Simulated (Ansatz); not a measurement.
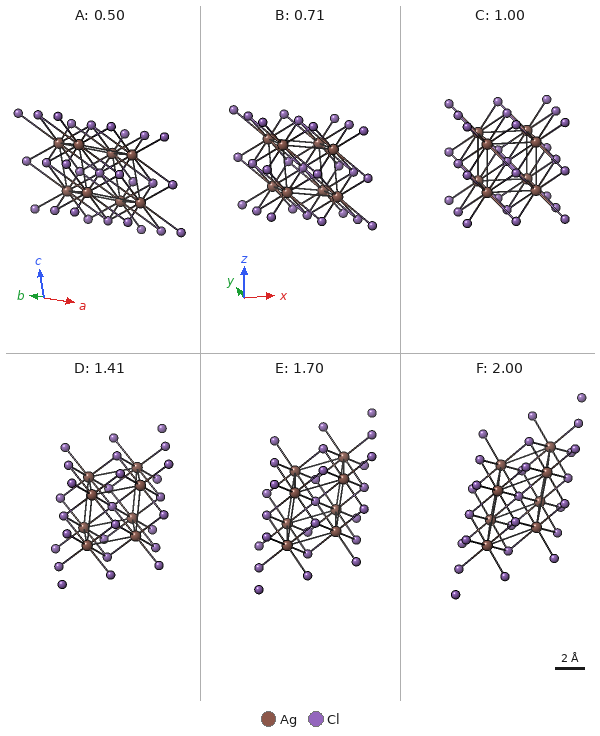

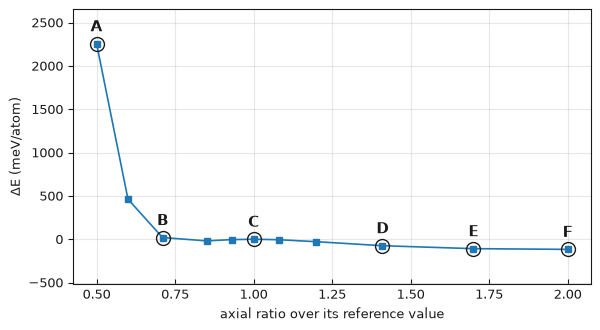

Energy scan for a crystal of AgCl (Pm-3m), in which the ratio of the cell's length along [111] to its lengths across, counted as 1 for the reference, is changed at fixed volume (a trigonal path), with the atoms kept at their fractional coordinates. x, y and z are the Cartesian axes of the input. The lettered frames are marked on the plot. Style: ball-and-stick. Shown: the cell of the calculation, slightly off an axis.

Level of theory: DFT r2SCAN, scalar-relativistic, plane waves, PAW in Ansatz 0.2.0. Settings: plane-wave cutoff 500 eV; k-point mesh 10 × 10 × 10; occupations gaussian; smearing width 0.05 eV; no spin polarisation. Energies (free energies at the smearing named) are counted from the cell as listed in its source, which wasn't relaxed.

Q: Read off the main features of the energy profile.

A: The lowest computed point lies at the relative ratio 2.00 (−117 meV/atom). The unrelaxed reference is under a pressure of −1.8 GPa. The distortion takes the space group from Pm-3m to R-3m, except for Fm-3m at 2.00. At the relative ratio 2.00 the cell of the drawing goes a 3.434 → 3.855 Å, b 3.434 → 3.855 Å, c 3.434 → 3.855 Å, α 90.0° → 60.0°, β 90.0° → 60.0°, γ 90.0° → 60.0°.
